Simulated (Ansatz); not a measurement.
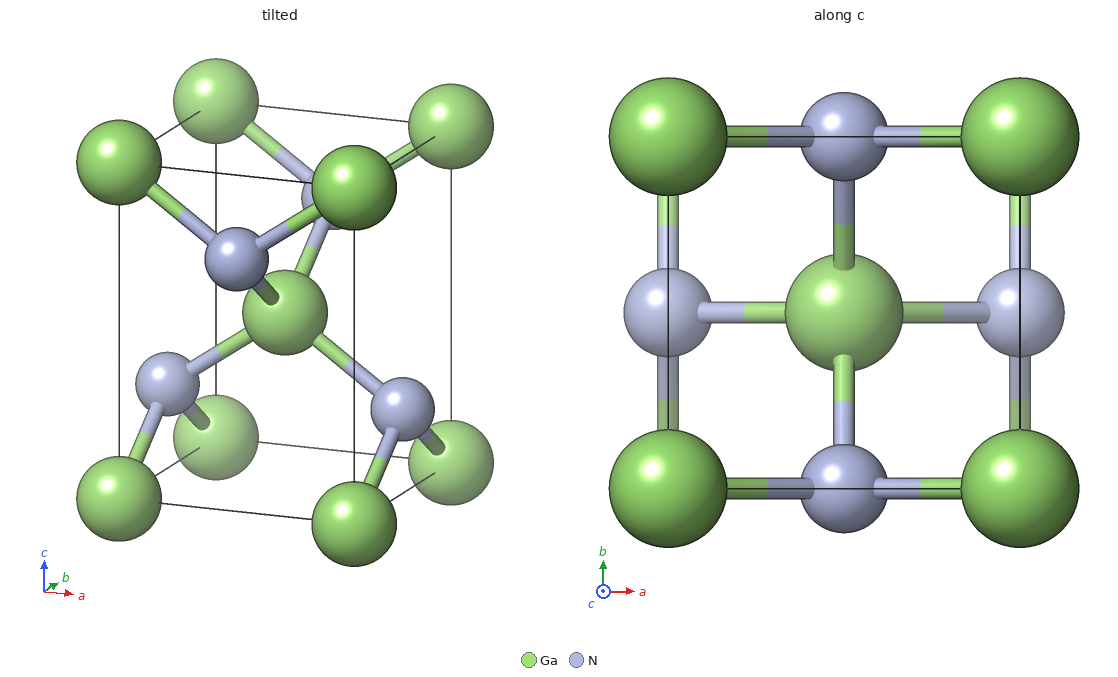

Structure drawing (ball-and-stick), viewed slightly off an axis and along the c axis. The conventional unit cell is drawn as a box.

GaN, space group I-4m2 (No. 119), a = 3.180 Å, b = 3.180 Å, c = 4.358 Å, α = 90.00°, β = 90.00°, γ = 90.00°. Source of the structure: a structure listed in the Materials Project. The cell was then strained or its atoms displaced on purpose. An electronic-structure calculation with Ansatz was run on it.

This one geometry was computed with Ansatz (DFT, plane waves, PAW) at three levels of theory: HSE06, PBE and r2SCAN. It was relaxed with r2SCAN and then strained.

Question: Which level gives the highest pressure at this volume, and what does that say about its equilibrium volume?

Answer: Highest: PBE (12.9 GPa), which points to the largest equilibrium volume. Lowest, with the smallest volume: HSE06 (6.6 GPa) and r2SCAN (6.6 GPa). Levels within 0.5 GPa of each other can't be told apart.

Question: How does the band gap change with the level of theory?

Answer: PBE: a gap of 1.86 eV, direct; r2SCAN: a gap of 2.28 eV, direct; HSE06: a gap of 3.14 eV, direct.

Question: Collect the results in a table.

Answer:
| level | cutoff (eV) | k-mesh of the run's cell | gap (eV) | pressure (GPa) |
| --- | --- | --- | --- | --- |
| HSE06 | 420 | 6×6×6 | 3.14 | 6.6 |
| PBE | 420 | 10×10×10 | 1.86 | 12.9 |
| r2SCAN | 500 | 10×10×10 | 2.28 | 6.6 |

Gaps are taken on the k-mesh or band path of each run.
